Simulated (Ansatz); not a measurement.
Run report: AlN, geometry relaxation (part 2 of 3)

AlN (slab, 48 atoms in the cell); DFT PBE+D3(BJ), scalar-relativistic, plane waves, PAW, no spin polarisation (Ansatz 0.2.0); cutoff 420 eV, 3×2×1 k-mesh, Gaussian smearing of 0.05 eV. The structure derives from an entry of the Crystallography Open Database. The input holds or restrains some coordinates. Forces given for the steps count only the free coordinates. It belongs to a series of runs on one base structure; here: clean slab, lower planes held.

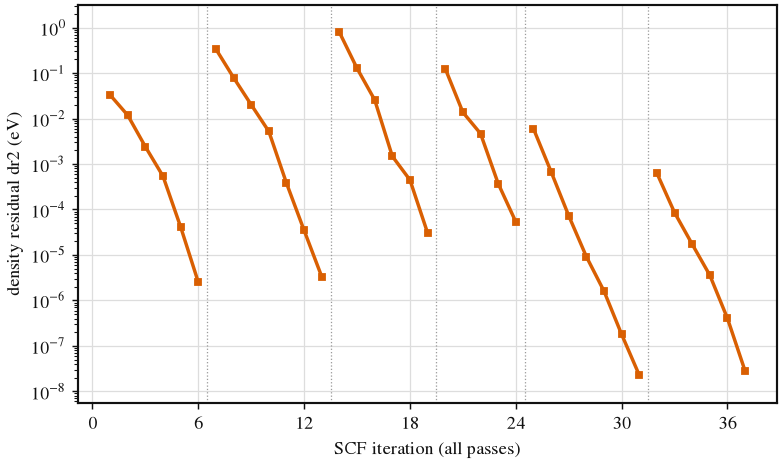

Convergence of the self-consistent field: density residual dr2 against the SCF iteration. The dotted lines part the SCF passes of the relaxation: geometry steps, rejected trials and re-solves on a re-selected basis. The 6 passes take 5 to 7 iterations each, 37 in all.

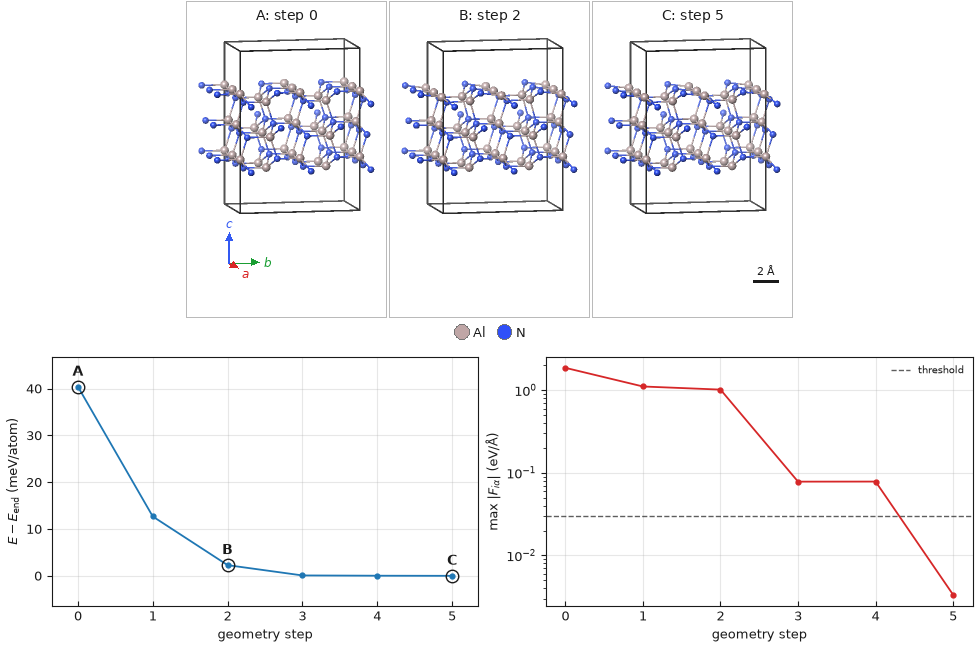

Frames of the restrained relaxation (ball-and-stick view of the cell of the calculation, with the vacuum cut short (origin shifted), with bonded neighbours outside it, seen slightly off an axis) above the curves, on which the letters mark them (the first geometry is step 0 here and step 1 in the log).

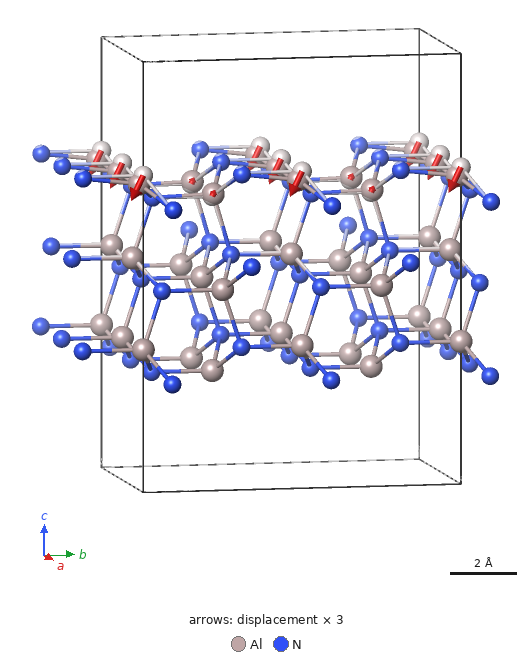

Start (faint) and end (solid) with the displacements as red arrows, magnified 3 times (ball-and-stick view of the cell of the calculation, with the vacuum cut short (origin shifted), with bonded neighbours outside it, seen slightly off an axis). The energy falls by 40.4 meV per atom in 5 geometry steps. The largest force component goes from 1.9 to 0.0033 eV/Å. The largest moves, 0.29 Å, are those of Al41, Al42, Al43 and Al44. Largest moves by element: Al 0.29 Å, N 0.05 Å. The lattice vectors keep their values. Among the contacts that change: Al41–N45 1.901 → 1.770 Å, N29–Al33 1.889 → 1.969 Å, Al25–N37 1.889 → 1.949 Å, Al33–N45 1.889 → 1.834 Å. Among the angles that change: Al25–N37–Al41 110.8° → 101.3°, N37–Al43–N47 108.1° → 116.4°, N46–Al34–N48 110.8° → 116.0°. (Atoms are counted from 1 in the order of the input.)

```
WARN: The output density's exchange-correlation potential varies sharply where the density is thin. Do not read a vacuum level from v_tot or v_xc, or from such a field of the output density. On a cell that repeats whose density bears no net charge and no dipole along the vacuum's axis use v_es (v_loc + v_h of the components); under efield.dipole_correction with no amplitude use v_es + v_field, which holds any external_charges[].barrier, or the levels of the report's work_function block, which leave it out; under a non-zero efield.amplitude the vacuum is tilted and has no level; on a cell that repeats and bears such a dipole with no correction it is tilted too, and efield.dipole_correction with no amplitude gives each side of its ramp a level where efield: is served; in a cell that repeats whose density bears a net charge (total_charge, or a fill off its count) it is curved and has none; of a slab under crystal.periodic whose density bears no net charge use v_es, which has a level on each side, short of where the two are joined; of another it falls or rises all the way out and has none; of a slab beside external_charges read slab_vacuum_level instead, which it has where they leave it neutral. The grid or the basis barely resolves most such structure, and the values can differ between equally converged runs; as a rule a tighter scf.convergence.dr2_threshold does not remove it. Where the density itself ripples (under the LDA too) a higher basis.ecutwfc lessens it. The files hold the spikes' plane waves up to the density's cutoff. Files: v_tot_of_output_density and the like, and their columns of v_z.tsv (output.write_potential); v_xc_of_output_density and the like, and their columns of v_comp_z.tsv (output.write_potential_components). Measured: with its Gaussian average of σ = 0.25 Å subtracted twice, the exchange-correlation potential is over 0.1 eV at 96 of the grid points where the equally averaged density (valence and model cores) is under 1e-3 e/Å³, and 0.215 eV at the most among them, at an averaged density of 6.1e-7 e/Å³. The input density's (outcome.potential() and, of a run that writes arrays, v_tot and v_xc) is over 0.1 eV, so measured, at 86 points of its own thin density, 0.197 eV at the most. See output.write_potential in the manual, Limitations
SCF converged after 6 iterations
Free energy (F): -22173.016762 eV
Harris-Foulkes:  -22173.016762 eV  (|F-HF|=1.14e-8)
Internal energy: -22173.016762 eV  (E = F + TS)
E sigma→0 (E₀):  -22173.016762 eV
Fermi energy:    0.284145 eV
Dipole field:    D = -0.017207 V/Å  (p = -0.131216 e·Å, saw-weighted, corrected)
Work function:   Φ+ = 4.5850 eV   Φ− = 4.2015 eV
Levels:          The Fermi level and band energies are counted from a zero that moves with the ramp; work functions are not
--- Per-component energies (eV) ---
  E_band       = -1152.730265
  E_kinetic    = 3788.244774
  E_local      = -89504.628667  (includes V_loc(G=0)·N_el)
  E_nonlocal   = 1335.433338
  E_hartree    = 43176.082394
  E_xc         = -2427.674775
  E_vxc        = -2568.417607  (∫ρ·V_xc dr)
  E_paw        = -14281.169510  (= ΣΔE_a)
  E_vpaw       = -555.466211  (= ΣTr[D̂ρ^β])
  E_aug_tail   = 0.002299  (compensation charges beyond the density's cutoff)
  E_efield     = 0.001129  (sawtooth field / dipole correction)
  E_vefield    = -0.071992  (∫n·V_field dr)
  E_ewald      = 35750.350594
  E_disp       = -9.658339  (pairwise vdW)
  E_smearing   = -0.000000  (= −TS)
  E_closure    = -0.000000  (closes the sum)
  Σ components = -22173.016762   (vs F -22173.016762, Δ=0.00e0)
--- Forces (eV/Å), atoms counted from 1 ---
  atom   1  Al    -0.00000000    -1.81051859     1.87872140
  atom   2  Al    -0.00000000    -1.81051859     1.87872140
  atom   3  Al    -0.00000000    -1.81051859     1.87872140
  atom   4  Al    -0.00000000    -1.81051859     1.87872140
  atom   5  N      0.00000000     0.79979466     0.35103719
  atom   6  N     -0.00000000     0.79979466     0.35103719
  atom   7  N      0.00000000     0.79979466     0.35103719
  atom   8  N      0.00000000     0.79979466     0.35103719
  atom   9  Al     0.00000000     1.01526394    -1.72075114
  atom  10  Al    -0.00000000     1.01526394    -1.72075114
  atom  11  Al     0.00000000     1.01526394    -1.72075114
  atom  12  Al     0.00000000     1.01526394    -1.72075114
  atom  13  N      0.00000000     0.31966873    -1.31439602
  atom  14  N      0.00000000     0.31966873    -1.31439602
  atom  15  N      0.00000000     0.31966873    -1.31439602
  atom  16  N      0.00000000     0.31966873    -1.31439602
  atom  17  Al    -0.00000000    -0.31989653     0.36082818
  atom  18  Al    -0.00000000    -0.31989653     0.36082818
  atom  19  Al     0.00000000    -0.31989653     0.36082818
  atom  20  Al     0.00000000    -0.31989653     0.36082818
  atom  21  N      0.00000000    -0.00477278     0.44958772
  atom  22  N      0.00000000    -0.00477278     0.44958772
  atom  23  N     -0.00000000    -0.00477278     0.44958772
  atom  24  N     -0.00000000    -0.00477278     0.44958772
  atom  25  Al    -0.00000000     0.00011032     0.00334152
  atom  26  Al     0.00000000     0.00011032     0.00334152
  atom  27  Al    -0.00000000     0.00011032     0.00334152
  atom  28  Al    -0.00000000     0.00011032     0.00334152
  atom  29  N      0.00000000     0.00112976    -0.00269636
  atom  30  N      0.00000000     0.00112976    -0.00269636
  atom  31  N      0.00000000     0.00112976    -0.00269636
  atom  32  N      0.00000000     0.00112976    -0.00269636
  atom  33  Al    -0.00000000    -0.00251589    -0.00083412
  atom  34  Al     0.00000000    -0.00251589    -0.00083412
  atom  35  Al     0.00000000    -0.00251589    -0.00083412
  atom  36  Al     0.00000000    -0.00251589    -0.00083412
  atom  37  N     -0.00000000    -0.00089360    -0.00061116
  atom  38  N     -0.00000000    -0.00089360    -0.00061116
  atom  39  N      0.00000000    -0.00089360    -0.00061116
  atom  40  N      0.00000000    -0.00089360    -0.00061116
  atom  41  Al     0.00000000    -0.00056617    -0.00086696
  atom  42  Al     0.00000000    -0.00056617    -0.00086696
  atom  43  Al    -0.00000000    -0.00056617    -0.00086696
  atom  44  Al    -0.00000000    -0.00056617    -0.00086696
  atom  45  N      0.00000000     0.00325735    -0.00332782
  atom  46  N      0.00000000     0.00325735    -0.00332782
  atom  47  N      0.00000000     0.00325735    -0.00332782
  atom  48  N      0.00000000     0.00325735    -0.00332782
  max |Σ_I F_I| component: 2.45e-4 eV/Å
--- Band table (eV) ---
  k-point 0: bands = ["-16.0835", "-15.4306", "-15.4268", "-15.2878", "-14.6552", "-14.6143", "-14.5870", "-14.5698", "-14.5107", "-14.4316", "-14.3234", "-14.0119", "-13.8871", "-13.7796", "-13.7699", "-13.6239", "-13.4709", "-13.1408", "-13.0833", "-12.9267", "-12.8706", "-12.7199", "-12.4631", "-12.3957", "-6.7937", "-6.6537", "-6.5084", "-6.3997", "-6.3639", "-6.3059", "-6.1935", "-6.1739", "-6.1290", "-6.0651", "-5.8865", "-5.8459", "-5.5369", "-5.4101", "-5.4053", "-4.9302", "-4.8338", "-4.7954", "-4.6948", "-4.6751", "-4.6249", "-4.5545", "-4.2500", "-4.1981", "-4.0652", "-4.0464", "-4.0234", "-3.8313", "-3.7823", "-3.5820", "-3.1960", "-2.9983", "-2.9798", "-2.9475", "-2.9259", "-2.9191", "-2.8863", "-2.7912", "-2.7271", "-2.6819", "-2.6488", "-2.6199", "-2.6134", "-2.4166", "-2.3677", "-2.2534", "-2.2437", "-2.2248", "-2.1988", "-2.1980", "-2.1662", "-2.1013", "-2.0365", "-2.0017", "-1.9949", "-1.8798", "-1.7606", "-1.7466", "-1.6182", "-1.2866", "-1.2532", "-1.0792", "-1.0041", "-0.9712", "-0.9547", "-0.8487", "-0.7772", "-0.7699", "-0.6974", "-0.6407", "-0.5079", "-0.4632", "1.0315", "1.3111", "2.1983", "2.4819", "2.4901", "2.6653", "3.2853", "3.4329", "4.2473", "4.3158", "4.5441", "4.5655", "4.5893", "4.7360", "4.8128", "4.8548", "4.8912", "4.8967", "4.9495", "4.9640", "5.1382", "5.1742", "5.2773", "5.4878", "5.5542", "5.5615", "5.5705", "5.6187", "5.6940", "5.7468", "5.9713", "6.0474", "6.1124", "6.1722", "6.1942", "6.3097", "6.5998", "6.6215", "6.6677", "6.8831", "7.1126", "7.1335", "7.1799", "7.1948", "7.2813", "7.3197", "7.3755", "7.7845"]
  k-point 1: bands = ["-15.8716", "-15.8716", "-15.2976", "-15.2976", "-14.5410", "-14.5410", "-14.5323", "-14.5323", "-14.4831", "-14.4831", "-14.2259", "-14.2259", "-13.8672", "-13.8672", "-13.6870", "-13.6870", "-13.3209", "-13.3209", "-12.8992", "-12.8992", "-12.8874", "-12.8874", "-12.4301", "-12.4301", "-6.5156", "-6.5156", "-6.4254", "-6.4254", "-6.3671", "-6.3671", "-6.0327", "-6.0327", "-6.0111", "-6.0111", "-5.9748", "-5.9748", "-5.5959", "-5.5959", "-5.4362", "-5.4362", "-5.2721", "-5.2721", "-5.0821", "-5.0821", "-3.9878", "-3.9878", "-3.8417", "-3.8417", "-3.8047", "-3.8047", "-3.6173", "-3.6173", "-3.5522", "-3.5522", "-3.5074", "-3.5074", "-3.4740", "-3.4740", "-3.0781", "-3.0781", "-2.7153", "-2.7153", "-2.6233", "-2.6233", "-2.5343", "-2.5343", "-2.3249", "-2.3249", "-2.2704", "-2.2704", "-2.2532", "-2.2532", "-2.1971", "-2.1971", "-2.1077", "-2.1077", "-2.0884", "-2.0884", "-1.8107", "-1.8107", "-1.7958", "-1.7958", "-1.6812", "-1.6812", "-1.1654", "-1.1654", "-1.0658", "-1.0658", "-0.8511", "-0.8511", "-0.7705", "-0.7705", "-0.6000", "-0.6000", "-0.5820", "-0.5820", "1.3377", "1.3377", "2.3179", "2.3179", "2.5092", "2.5092", "3.1791", "3.1791", "4.2909", "4.2909", "4.4621", "4.4621", "4.6550", "4.6550", "4.7538", "4.7538", "4.8984", "4.8984", "4.9835", "4.9835", "5.1030", "5.1030", "5.1866", "5.1866", "5.6001", "5.6001", "5.8027", "5.8027", "5.8920", "5.8920", "5.9275", "5.9275", "5.9650", "5.9650", "6.3728", "6.3728", "6.6791", "6.6791", "7.0189", "7.0189", "7.0607", "7.0607", "7.3895", "7.3895", "7.4449", "7.4449", "7.7389", "7.7389"]
  k-point 2: bands = ["-15.8378", "-15.2283", "-15.2236", "-15.2005", "-15.0890", "-14.7546", "-14.7451", "-14.6187", "-14.4982", "-14.3992", "-14.3420", "-14.1680", "-14.0127", "-13.9700", "-13.7722", "-13.5931", "-13.3279", "-13.0611", "-13.0259", "-12.9501", "-12.9271", "-12.6452", "-12.5845", "-12.5127", "-6.4903", "-6.0652", "-6.0263", "-6.0154", "-5.9820", "-5.9170", "-5.9010", "-5.8627", "-5.8488", "-5.6542", "-5.5899", "-5.5708", "-5.3788", "-5.1788", "-5.1551", "-5.0594", "-4.9544", "-4.8874", "-4.8277", "-4.8073", "-4.5278", "-4.4694", "-4.4192", "-4.4186", "-4.3188", "-4.1848", "-4.1455", "-4.0461", "-4.0211", "-3.7050", "-3.6840", "-3.6500", "-3.6436", "-3.5432", "-3.4707", "-3.2331", "-2.9449", "-2.9108", "-2.9008", "-2.8621", "-2.7792", "-2.6905", "-2.4914", "-2.4872", "-2.4306", "-2.3632", "-2.2849", "-2.2619", "-2.1863", "-2.1304", "-2.1026", "-2.0698", "-1.9799", "-1.9504", "-1.8559", "-1.8482", "-1.8259", "-1.8117", "-1.7782", "-1.7281", "-1.7245", "-1.4363", "-1.3718", "-1.2995", "-0.8880", "-0.8761", "-0.8366", "-0.7821", "-0.7254", "-0.6264", "-0.6238", "-0.4959", "1.4626", "1.5370", "2.0668", "2.0889", "2.6192", "2.9054", "3.2666", "3.2793", "4.4076", "4.6456", "4.7268", "4.7533", "4.9189", "5.0264", "5.2088", "5.2513", "5.2599", "5.3202", "5.3782", "5.3903", "5.5893", "5.6399", "5.7613", "5.8960", "5.9250", "5.9500", "6.0071", "6.0219", "6.1243", "6.1760", "6.2422", "6.3557", "6.4651", "6.5147", "6.5915", "6.6830", "6.8281", "6.8589", "6.9395", "6.9811", "7.0863", "7.1712", "7.1929", "7.3104", "7.4311", "7.4622", "7.4912", "7.5239"]
```
